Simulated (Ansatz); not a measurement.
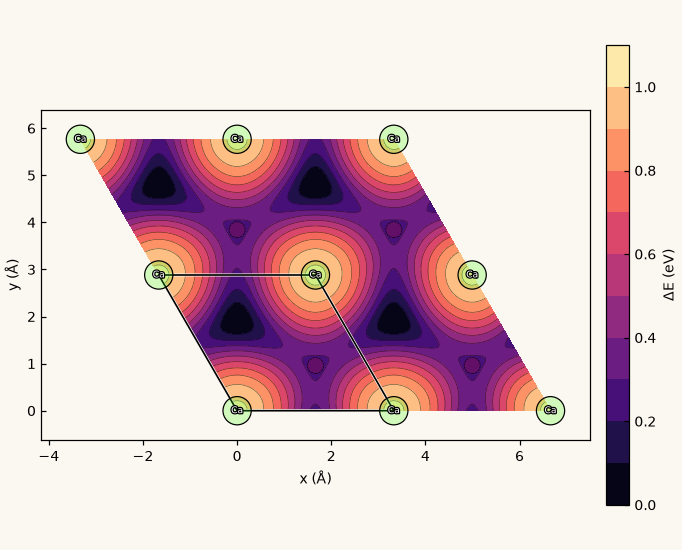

H on a CaO(111) slab cut from the Fm-3m phase, its upper half relaxed before the scan (4 atoms of substrate and one adsorbate in a 1 × 1 cell). H is moved over the surface cell; relaxed at each place: the height of the adsorbate's atoms; substrate rigid; the origin of the map has the adsorbate above Ca4. Places are given modulo a cell vector. The map is drawn in real space over the plane of the surface. The grid has 6 × 6 points; 10 points were computed and 26 follow by symmetry. All energies are given in eV relative to the lowest grid point. With one adsorbate in each 1 × 1 cell, its nearest image is 3.3 Å away, so neighbouring adsorbates interact. The calculation used DFT LDA, scalar-relativistic, plane waves, PAW in Ansatz 0.2.0. Settings: cutoff 420 eV, k-mesh 9×9×1, gaussian smearing 0.05 eV, spin-polarised.

In the figure: filled contours, labelled circles for the atoms of the top layer and small ones for the second layer, the outline of one cell of the 2 × 2 shown. Between grid points the surface is interpolated.

The lowest grid point is at a threefold hollow over a third-layer Ca atom, (2/6, 4/6) of the cell vectors. The highest grid point, the top site over a surface Ca atom, (0/6, 0/6) of the cell vectors, lies 1.02 eV above the lowest. At the lowest point the adsorbate has 3 Ca at 2.28 Å as nearest neighbours, at the highest 1 Ca at 2.10 Å. Its relaxed height above the top atom is 1.22 Å at the lowest and 2.10 Å at the highest point.

The level of theory is changed to DFT PBE, scalar-relativistic, plane waves, PAW in Ansatz 0.2.0; with it change the cell, relaxed at the new level (first cell vector 3.416 Å, before 3.329 Å). With one adsorbate in each 1 × 1 cell, its nearest image is 3.4 Å away, so neighbouring adsorbates interact.

How does the landscape change?

Answer. The lowest place stays at a threefold hollow over a third-layer Ca atom, (2/6, 4/6) of the cell vectors. The span from the lowest to the highest grid point shrinks from 1.02 to 0.95 eV. In the new map: at the lowest point the adsorbate has 3 Ca at 2.32 Å as nearest neighbours, at the highest 1 Ca at 2.12 Å. Its relaxed height above the top atom is 1.22 Å at the lowest and 2.12 Å at the highest point.

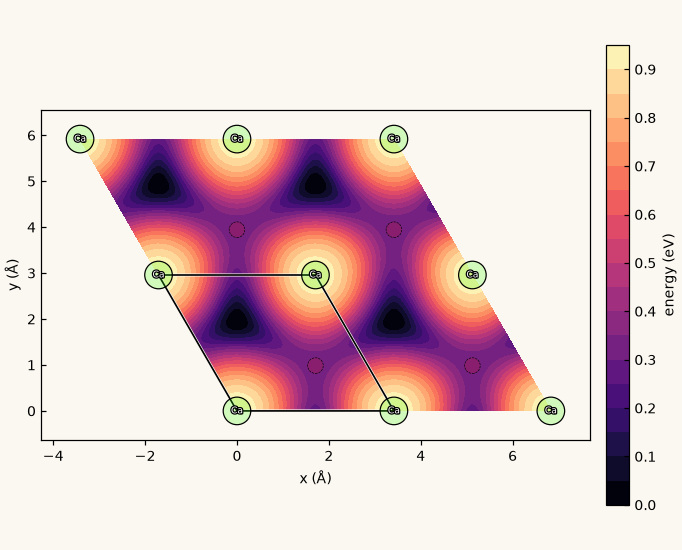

The map after the change, on a colour scale of its own. Drawn: filled contours, labelled circles for the atoms of the top layer and small ones for the second layer, the outline of one cell of the 2 × 2 shown. Between grid points the surface is interpolated.
